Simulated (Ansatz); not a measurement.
**Al₄₇ScN₄₈ (charge −1): single-point calculation (part 2 of 2)**

Continued. System: Al₄₇ScN₄₈ (defect cell, 96 atoms in the cell, total charge −1). Method: DFT, HSE06, PAW, plane waves (Ansatz 0.2.0); cutoff 420 eV, 1×1×1 k-mesh, Fermi–Dirac smearing of 0.01 eV. 

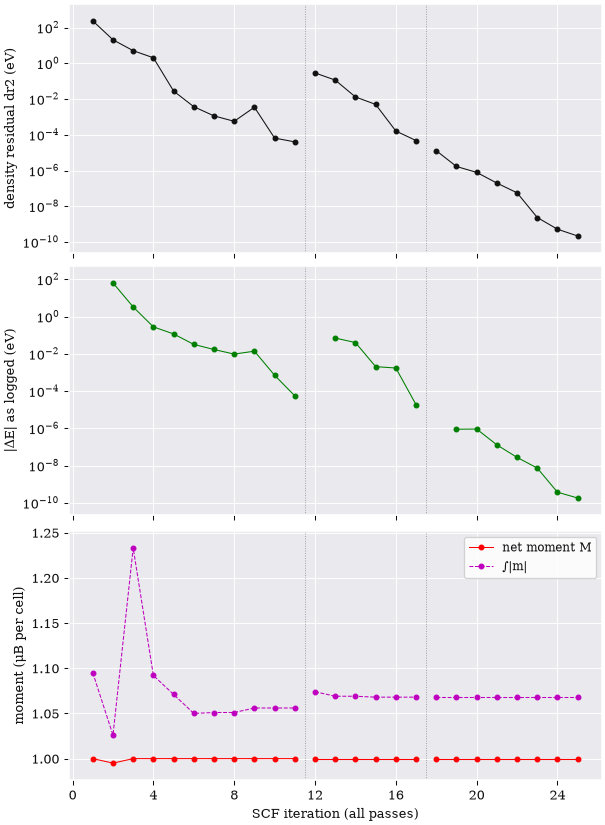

Figure 1. Convergence of the self-consistent field: density residual dr2, size of the energy change and magnetic moment against the SCF iteration. The run starts with a semilocal functional; after that each stretch between dotted lines is one SCF of the hybrid functional between two exact rebuilds of the exchange operator by the outer loop. Early passes are stopped at a loose threshold. The passes take 11, 6 and 8 iterations. The net moment stays at 1.0 μB per cell.

```
hybrid outer 2: dexx = +3.260e-6 eV, tail = 8.27e-9 eV, Δε = 9.81e-3 eV (about 8.47e-5 eV left of the loop's levels), ΔF = 1.32e-2 eV/Å (tail 5.25e-4)
NSCF: frozen V_eff on 1 k-points
this state was not tested for a lower state beside it, because the functional holds exact exchange (a hybrid, or Hartree-Fock), whose exchange loop this test does not read (fock_operator); the stability check (scf.self_checks: high) cannot read this state: a pseudopotential is PAW: the check reads norm-conserving sets alone
hybrid SCF converged: 2 outer / 14 inner (+11 warm-up), last move |dexx| = 3.26e-6 eV, tail = 8.27e-9 eV
Magnetization: 1.0000 μB (197.0000 up, 196.0000 down)
Absolute magnetization: 1.0707 μB (∫|ρ↑−ρ↓|, with the PAW one-centre terms)
Spin contamination: 0.0024 ħ² per cell (⟨S²⟩ above its minimum at these occupations)
Per-site moments (μB) at R_I (Å): [(4.554849035633727e-5, 0.7798791146215531), (3.597842464495751e-5, 0.7778775071781834), (-1.3820497369006262e-7, 0.7791117634360979), (0.002328308429458229, 0.7725202905351183), (3.251057912725121e-5, 0.7789153017954361), (2.257768577355112e-5, 0.7783211790567923), (0.0005219829155971784, 0.7649607170542514), (0.0002309414926114661, 0.7690194161314023), (0.000715
Free energy (F): -45972.409877 eV
Harris-Foulkes:  -45972.409877 eV  (|F-HF|=1.82e-10)
Internal energy: -45972.409877 eV  (E = F + TS)
E sigma→0 (E₀):  -45972.409877 eV
Fermi energy:    11.875432 eV
--- Per-component energies (eV) ---
  E_band       = 35.744675
  E_kinetic    = 7944.165812
  E_local      = -11814.579540  (includes V_loc(G=0)·N_el)
  E_nonlocal   = 2677.772568
  E_hartree    = 4169.139965
  E_xc         = -4027.822697
  E_vxc        = -4267.205946  (∫ρ·V_xc dr)
  E_exx        = -893.219814  (= α·E_x^exact, valence–valence)
  E_paw        = -29122.277636  (= ΣΔE_a)
  E_vpaw       = -1056.254430  (= ΣTr[D̂ρ^β])
  E_aug_tail   = 0.004649  (compensation charges beyond the density's cutoff)
  E_ewald      = -14902.259691
  E_core_change = -3.333488  (= ΣΔE_core)
  E_smearing   = -0.000000  (= −TS)
  E_closure    = -0.000005  (closes the sum)
  E_deformation_potential = -17.311126  (in the stress; not in F)
  Σ components = -45972.409877   (vs F -45972.409877, Δ=0.00e0)
--- Forces (eV/Å), atoms counted from 1 ---
  atom   1  Al     0.00981972     0.00266188     0.01143293
  atom   2  Al     0.00467253     0.00180783    -0.00206479
  atom   3  Al     0.01770192     0.01852518     0.02424028
  atom   4  Al     0.02886455     0.01414635    -0.02318109
  atom   5  Al    -0.00196654    -0.00277978     0.00356077
  atom   6  Al    -0.00668866     0.00147857     0.00017290
  atom   7  Al    -0.03963068    -0.01226780     0.10631895
  atom   8  Al     0.03258662     0.04871032    -0.00790581
  atom   9  Al     0.01774797    -0.01274624     0.05397504
  atom  10  Al     0.03469060    -0.02633968    -0.02675460
  atom  11  Al     0.00374824     0.00032770     0.00112945
  atom  12  Al    -0.00332022    -0.00165918    -0.00410603
  atom  13  Al    -0.00666795     0.00159284     0.00418060
  atom  14  Al     0.00218030     0.00871270     0.00090046
  atom  15  Al     0.02589273    -0.01183307     0.04123497
  atom  16  Al    -0.06255268     0.04401460     0.02026503
  atom  17  Al    -0.01288953     0.04300987     0.10650185
  atom  18  Al    -0.01800681    -0.05532034     0.00004190
  atom  19  Al     0.00386411    -0.02265533     0.02217563
  atom  20  Al     0.00212083    -0.03367655    -0.02310027
  atom  21  Al    -0.00010382    -0.00605567     0.00003433
  atom  22  Al    -0.00927380     0.00302245    -0.00042033
  atom  23  Al    -0.00589432    -0.00581319     0.01637289
  atom  24  Al    -0.00178321    -0.01151112    -0.00688509
  atom  25  Al     0.02579477     0.01581372    -0.00362255
  atom  26  Al     0.00587267     0.00251874    -0.00298815
  atom  27  Al    -0.04605852     0.08722671    -0.06066237
  atom  28  Al     0.00022804     0.01894615     0.02509321
  atom  29  Al     0.18830190     0.02967379    -0.02888257
  atom  30  Al     0.01631233    -0.00382926     0.03377766
  atom  31  Al     0.04683533    -0.03021298    -0.01478721
  atom  32  Al     0.01417882    -0.00604771     0.01151726
  atom  33  Al     0.02374690     0.04273804    -0.03187906
  atom  34  Al    -0.00606021     0.01300744     0.01066022
  atom  35  Al    -0.00703225    -0.00406049    -0.00363449
  atom  36  Al     0.07021040    -0.18299866    -0.03016133
  atom  37  Al     0.00372166    -0.01253089     0.03342821
  atom  38  Al     0.02790633    -0.00096357    -0.01492589
  atom  39  Al     0.00294905     0.00378442     0.00665070
  atom  40  Al     0.01930173    -0.04751080    -0.03942655
  atom  41  Al    -0.00877797    -0.00779813     0.00685543
  atom  42  Al    -0.09701894     0.00575168    -0.06132266
  atom  43  Al    -0.01400953    -0.01178795     0.01993893
  atom  44  Al    -0.00922889    -0.00846356    -0.00639335
  atom  45  Al    -0.00265363     0.00379126     0.00322127
  atom  46  Al    -0.02124068    -0.00875534    -0.01896409
  atom  47  Al     0.00185124     0.01187939     0.00472566
  atom  48  N     -0.01026527    -0.01268542    -0.01722167
  atom  49  N     -0.00864832    -0.01112495     0.01531192
  atom  50  N      0.00431103    -0.00742724    -0.02909553
  atom  51  N      0.00265234    -0.02708059     0.01237336
  atom  52  N     -0.00930190    -0.00629014    -0.04065329
  atom  53  N     -0.07940028    -0.02684597     0.06689479
  atom  54  N     -0.00127177     0.00953470     0.00469740
  atom  55  N     -0.01534679     0.01128606     0.01519074
  atom  56  N      0.01150891    -0.00394252    -0.01845568
  atom  57  N      0.00608512    -0.01959911     0.00060454
  atom  58  N      0.01249034    -0.00445944    -0.04044259
  atom  59  N      0.08891452    -0.03851126     0.20442586
  atom  60  N     -0.00056046     0.01606376    -0.04114556
  atom  61  N     -0.00615605     0.07686829     0.05249931
  atom  62  N     -0.01200568     0.00468579    -0.01358703
  atom  63  N     -0.00782386     0.00018616     0.01207011
  atom  64  N      0.00072637    -0.00017766    -0.03132674
  atom  65  N      0.01264110     0.00016096     0.01346978
  atom  66  N      0.00713019     0.00046012    -0.03284099
  atom  67  N      0.02200657     0.01365155     0.00626570
  atom  68  N      0.00728004     0.00510959    -0.01878436
  atom  69  N      0.00980663     0.00943973     0.01609815
  atom  70  N      0.00306589     0.00111548    -0.00898492
  atom  71  N      0.00472702     0.00908776    -0.00213060
  atom  72  N     -0.00713178    -0.03069700    -0.00917586
  atom  73  N      0.00149407    -0.00208587     0.00175709
  atom  74  N     -0.07839685    -0.03830234    -0.01701838
  atom  75  N     -0.00479860     0.00421421    -0.00809856
  atom  76  N     -0.00009779    -0.02022072    -0.01021126
  atom  77  N      0.00148512    -0.00695834     0.00091566
  atom  78  N     -0.14259270    -0.23962060    -0.11299924
  atom  79  N     -0.01281222    -0.00925575    -0.00039732
  atom  80  N     -0.14310667     0.08052684    -0.04967261
  atom  81  N     -0.01555361     0.00653650    -0.00361895
  atom  82  N     -0.00995312     0.01385709    -0.00120647
  atom  83  N     -0.00714889    -0.00356939    -0.00180200
  atom  84  N     -0.00760162    -0.02010107     0.00305778
  atom  85  N      0.00053799    -0.00381258     0.00120499
  atom  86  N      0.20608629    -0.10812712    -0.08216915
  atom  87  N      0.01465171    -0.01381159    -0.00383117
  atom  88  N      0.15504451     0.24465326    -0.10789162
  atom  89  N      0.00533175     0.01648689    -0.00007355
  atom  90  N     -0.01624167     0.07192420    -0.01617648
  atom  91  N     -0.00595189    -0.00567303    -0.01672997
  atom  92  N      0.00369837     0.02270305    -0.01372498
  atom  93  N      0.00056065     0.01187207     0.00621740
  atom  94  N      0.02358800     0.01359828     0.00265629
  atom  95  N      0.00717046    -0.00550632     0.00045564
  atom  96  Sc    -0.26101549     0.12622904     0.15648997
  max |Σ_I F_I| component: 4.72e-4 eV/Å
--- Charged-cell corrections in eV (Makov–Payne, q = -1.000 e, ε = 8.500) ---
  F (periodic)     = -45972.409877  (uncorrected; the corrections below are reported, never added to it)
  E_corr1          = +0.238713  (monopole, q²α_M/2εL)
  F Makov-Payne    = -45972.171164  (F + E_corr1; no measured alignment; for a localised charge, not one spread in a band: unchecked)
--- Band table (eV) ---
  k-point 0 ↑: bands = ["-43.2137", "-20.5436", "-20.5164", "-20.4618", "-10.1654", "-9.7612", "-9.6768", "-9.6216", "-9.3011", "-9.2557", ... 83 levels left out ..., "2.3599", "2.3954", "2.4313", "2.4987", "2.5894", "2.6503", "2.6885", "2.7396", "2.7709", "2.8293", "2.9339", "2.9842", "3.0282", "3.1212", "3.1288", "3.2049", "3.3011", "3.4393", "3.4831", "3.5746", "3.5877", "3.5975", "3.6467", "3.6896", "3.7360", "3.7532", "3.7617", "3.8048", "3.8250",
      "3.8443", "3.8590", "3.9075", "3.9149", "3.9857", "4.0267", "4.0363", "4.0880", "4.1375", "4.1683", "4.2201", "4.2533", "4.3401", "4.3838", "4.4445", "4.4639", "4.4943", "4.5343", "4.5724", "4.5871", "4.5942", "4.6394", "4.6692", "4.6847", "4.7141", "4.7374", "4.7681", "4.7970", "4.8452", "4.8511", "4.8806", "4.9066", "4.9262", "4.9430", "4.9658", "4.9891", "5.0418", "5.0609", "5.0927", "5.1145",
      "5.1564", "5.1841", "5.2111", "5.2303", "5.2604", "5.2859", "5.3195", "5.3235", "5.3440", "5.3485", "5.3721", "5.3885", "5.4016", "5.4107", "5.4250", "5.4364", "5.4577", "5.4804", "5.5016", "5.5221", "5.5504", "5.5842", "5.6274", "5.6831", "5.7046", "5.7375", "5.7694", "5.8302", "5.9001", "5.9692", "6.0015", "6.0479", "6.1545", "6.2467", "11.1026", "12.6544", "12.7053", "12.8192", "12.9237", "12.9918",
      "13.0533", "13.1469", "13.1970", "13.3153", "13.3259", "13.4880", "13.6250", "13.6605", "13.6809", "13.7309", "13.7693", "13.8145", "13.8482", "13.8545", "13.9262", "13.9374", "13.9730", "14.0093", "14.0262", "14.0493", "14.0912", "14.1485", "14.1971", "14.2403", "14.2721", "14.3472", "14.4348", "14.4645", "14.5039", "14.6050", "14.7587", "14.8406", "14.8822", "14.9664", "14.9822", "15.0450", "15.0938", "15.1696", "15.2373", "15.2972",
      "15.4736", "15.5222", "15.6486", "15.8523", "15.9904", "16.0264", "16.1251", "16.1835", "16.2404", "16.2799", "16.3835", "16.4406", "16.4834", "16.5014", "16.5551", "16.5961", "16.6796", "16.7072", "16.7789", "16.8237", "16.8581", "16.8951", "16.9256", "16.9551", "16.9782", "17.0263", "17.0680", "17.1156", "17.2195", "17.2713", "17.3437", "17.4175", "17.5075", "17.5727", "17.6310", "17.6650", "17.6963", "17.7387", "17.7607", "17.8243",
      "17.8680", "17.8774", "17.9013", "17.9279", "17.9576", "17.9824", "18.0207", "18.0663", "18.1063", "18.1594", "18.1989"]
  k-point 0 ↓: bands = ["-42.9554", "-20.3562", "-20.3448", "-19.9548", "-10.1607", "-9.7565", "-9.6705", "-9.6169", "-9.2949", "-9.2493", ... 83 levels left out ..., "2.3705", "2.4052", "2.4411", "2.5224", "2.5955", "2.6583", "2.7010", "2.7567", "2.7787", "2.8363", "2.9445", "2.9911", "3.0524", "3.1274", "3.1514", "3.2195", "3.3122", "3.4478", "3.4943", "3.5822", "3.5945", "3.6067", "3.6572", "3.6959", "3.7501", "3.7630", "3.7687", "3.8134", "3.8361",
      "3.8504", "3.8696", "3.9142", "3.9335", "3.9954", "4.0368", "4.0489", "4.1071", "4.1467", "4.1817", "4.2286", "4.2631", "4.3550", "4.3904", "4.4522", "4.4716", "4.5079", "4.5433", "4.5790", "4.5956", "4.6033", "4.6468", "4.6806", "4.6916", "4.7209", "4.7437", "4.7745", "4.8059", "4.8525", "4.8576", "4.8910", "4.9130", "4.9350", "4.9542", "4.9720", "4.9963", "5.0524", "5.0708", "5.1053", "5.1257",
      "5.1650", "5.1920", "5.2187", "5.2375", "5.2662", "5.2919", "5.3236", "5.3288", "5.3475", "5.3565", "5.3807", "5.3968", "5.4103", "5.4239", "5.4392", "5.4437", "5.4626", "5.4903", "5.5127", "5.5338", "5.5621", "5.5970", "5.6373", "5.6988", "5.7118", "5.7514", "5.7838", "5.8484", "5.9156", "5.9823", "6.0104", "6.0714", "6.1690", "6.2718", "12.6560", "12.7408", "12.8360", "12.9505", "12.9796", "13.0397",
      "13.1229", "13.2187", "13.2700", "13.3752", "13.4215", "13.5258", "13.6526", "13.6881", "13.7325", "13.7502", "13.7910", "13.8285", "13.8660", "13.9013", "13.9430", "13.9540", "13.9864", "14.0191", "14.0479", "14.0664", "14.1087", "14.1645", "14.2154", "14.2686", "14.3101", "14.3723", "14.4619", "14.4953", "14.5292", "14.6260", "14.7872", "14.8806", "14.8994", "14.9822", "15.0216", "15.0658", "15.1107", "15.1925", "15.2690", "15.3182",
      "15.5062", "15.5935", "15.6796", "15.8865", "16.0153", "16.0489", "16.1736", "16.2147", "16.2634", "16.3376", "16.4123", "16.4724", "16.5164", "16.5302", "16.5940", "16.6183", "16.7043", "16.7391", "16.7902", "16.8383", "16.8792", "16.9035", "16.9394", "16.9729", "16.9917", "17.0418", "17.0930", "17.1420", "17.2765", "17.3024", "17.3745", "17.4997", "17.5390", "17.5983", "17.6459", "17.6845", "17.7136", "17.7671", "17.7943", "17.8502",
      "17.8874", "17.8968", "17.9205", "17.9633", "17.9835", "18.0155", "18.0409", "18.1141", "18.1447", "18.1877", "18.2509"]
--- Löwdin populations: 96 sites ---
  site symbol       q [e]    m [muB]
     0     Al      1.8699     0.0005
     1     Al      1.8741     0.0004
     2     Al      1.8710     0.0011
     3     Al      1.8769     0.0102
     4     Al      1.8727     0.0004
     5     Al      1.8748     0.0006
     6     Al      1.8876     0.0022
     7     Al      1.8902     0.0065
     8     Al      1.8700     0.0040
     9     Al      1.8708     0.0005
    10     Al      1.8709     0.0003
    11     Al      1.8728     0.0004
    12     Al      1.8710     0.0005
    13     Al      1.8733     0.0002
    14     Al      1.8933     0.0024
    15     Al      1.8896     0.0083
    16     Al      1.8877     0.0028
    17     Al      1.8913     0.0074
    18     Al      1.8722     0.0012
    19     Al      1.8763     0.0098
    20     Al      1.8712     0.0005
    21     Al      1.8740     0.0006
    22     Al      1.8690     0.0003
    23     Al      1.8740     0.0004
    24     Al      1.8678     0.0008
    25     Al      1.8715     0.0008
    26     Al      1.8874     0.0055
    27     Al      1.8735     0.0005
    28     Al      1.9788     0.1408
    29     Al      1.8713     0.0006
    30     Al      1.8779     0.0099
    31     Al      1.8726     0.0011
    32     Al      1.8903     0.0091
    33     Al      1.8731     0.0002
    34     Al      1.8697     0.0000
    35     Al      1.9749     0.1346
    36     Al      1.8712     0.0006
    37     Al      1.8751     0.0010
    38     Al      1.8715     0.0004
    39     Al      1.8926     0.0088
    40     Al      1.8724     0.0006
    41     Al      1.8893     0.0063
    42     Al      1.8740     0.0011
    43     Al      1.8728     0.0010
    44     Al      1.8719     0.0006
    45     Al      1.8734     0.0020
    46     Al      1.8725     0.0003
    47      N      6.0643     0.0005
    48      N      6.0684     0.0001
    49      N      6.0730     0.0028
    50      N      6.0635     0.0004
    51      N      6.0731    -0.0003
    52      N      6.0643     0.0194
    53      N      6.0700     0.0037
    54      N      6.0662     0.0003
    55      N      6.0698     0.0002
    56      N      6.0680    -0.0004
    57      N      6.0565    -0.0005
    58      N      6.0399     0.0040
    59      N      6.0738    -0.0002
    60      N      6.0638     0.0197
    61      N      6.0670     0.0000
    62      N      6.0694     0.0003
    63      N      6.0697     0.0005
    64      N      6.0701    -0.0000
    65      N      6.0739     0.0024
    66      N      6.0635     0.0002
    67      N      6.0652     0.0001
    68      N      6.0686    -0.0000
    69      N      6.0676    -0.0001
    70      N      6.0686     0.0003
    71      N      6.0727     0.0001
    72      N      6.0687     0.0000
    73      N      6.0713     0.0071
    74      N      6.0720     0.0025
    75      N      6.0666    -0.0000
    76      N      6.0684    -0.0000
    77      N      6.0378     0.0118
    78      N      6.0702    -0.0002
    79      N      6.0754     0.0419
    80      N      6.0700    -0.0002
    81      N      6.0718     0.0008
    82      N      6.0684     0.0001
    83      N      6.0748     0.0027
    84      N      6.0686    -0.0000
    85      N      6.0709     0.0196
    86      N      6.0724     0.0017
    87      N      6.0396     0.0099
    88      N      6.0697    -0.0002
    89      N      6.0664     0.0047
    90      N      6.0711     0.0026
    91      N      6.0683     0.0007
    92      N      6.0687     0.0003
    93      N      6.0727    -0.0001
    94      N      6.0688     0.0004
    95     Sc      9.9139     0.3637
  spilling = 0.008836 (of n_electrons = 393.000000)
```

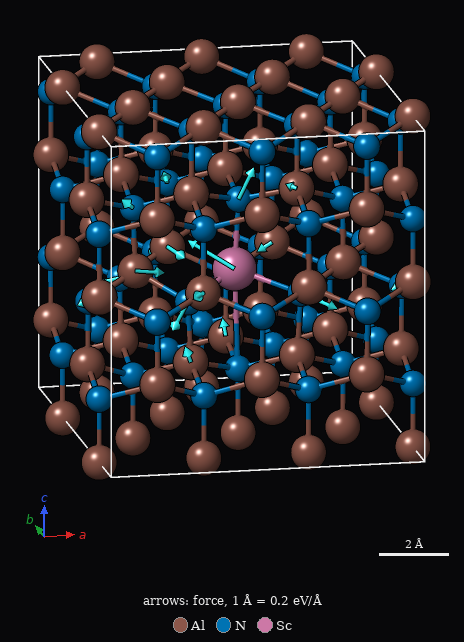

Figure 2. Forces on the atoms as teal arrows (ball-and-stick view of the cell of the calculation, seen slightly off an axis); the smallest are left out. The largest act on Sc96 (0.33 eV/Å); N88 (0.31 eV/Å); N78 (0.30 eV/Å); N86 (0.25 eV/Å), among others. Atoms are counted from 1 in the order of the input and aren't labelled in the picture. 
